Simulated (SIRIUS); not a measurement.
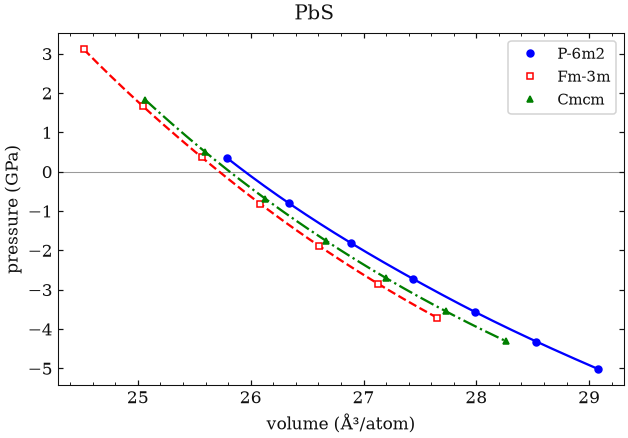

Plotted: pressure against volume, with one curve for each structure, for PbS.

Computed with SIRIUS 7.12.0: plane-wave DFT, no spin polarisation; energies at scaled volumes of the given cell, shape and fractions fixed, counted from the fit's minimum, third-order Birch-Murnaghan fit. Level: PBEsol.

occupations Fermi–Dirac; smearing width 0.05 eV; potentials dojo sr pbesol 0.4.1 standard; wave cutoff 765.3 eV; density cutoff 3061 eV.

Settings that differ: P-6m2: k mesh 8×8×7; Fm-3m: k mesh 8×8×8; Cmcm: k mesh 7×7×6.

Order the curves by fitted equilibrium volume, smallest first.

Answer. Fm-3m 25.721, Cmcm 25.818, P-6m2 25.944 Å³/atom.

Order the curves by fitted bulk modulus, smallest first.

Answer. P-6m2 53.7, Cmcm 58.0, Fm-3m 59.3 GPa.

For P-6m2: read off the course of the pressure.

Answer. It falls from 0.35 GPa at volume 25.79 Å³/atom to −5.02 GPa at 29.08 Å³/atom, and changes sign near 25.96 Å³/atom.

For Fm-3m: how does the pressure vary with volume?

Answer. It falls from 3.11 GPa at volume 24.52 Å³/atom to −3.71 GPa at 27.65 Å³/atom, and changes sign near 25.73 Å³/atom.

For Cmcm: how does the pressure vary with volume?

Answer. It falls from 1.83 GPa at volume 25.06 Å³/atom to −4.31 GPa at 28.26 Å³/atom, and changes sign near 25.82 Å³/atom.

Caveats: spin-orbit coupling left out, heavy elements; shape and atomic fractions are frozen while scaling, which makes layered, chain and framework solids too stiff.
